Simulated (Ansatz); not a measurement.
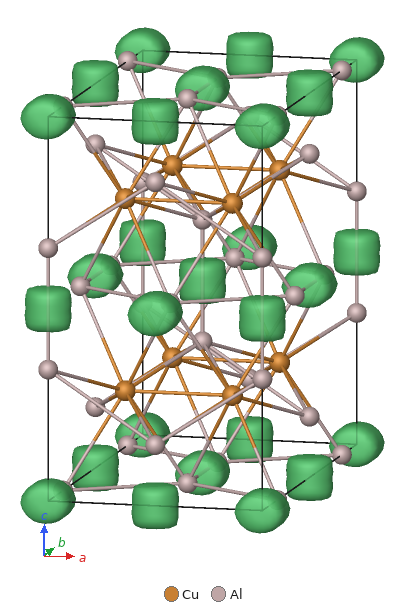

Figure 1: Al2Cu. Isosurface of the electron localisation function at 0.75 (green), seen slightly off an axis. Only the valence region is drawn (cores and ρ < 0.01 e/Å³ removed). Sticks mark near contacts.

Space group Fmmm; computed pressure about −4 GPa in this cell.

These are results of Kohn-Sham DFT of a periodic cell, PBEsol, Ansatz PAW (Ansatz 0.2.0), not measurements.

In a PAW calculation such maps are meaningful between the atoms, not at the nuclei.

### Describe the localisation domains.

At this value the surface marks out eight regions between bonded Al–Al atoms, counted in one cell of 24 atoms. Regions shared between cells count once. Profiles from the grid: Cu–Cu (2.44 Å): the ELF is about 0.25 at the midpoint; no shared electron pair shows on this line. Al–Cu (2.58 Å): the ELF is about 0.45 at the midpoint.

### Does the calculation make it a metal, or give it a gap?

It is metallic or semimetallic at this level of theory: no gap opens.
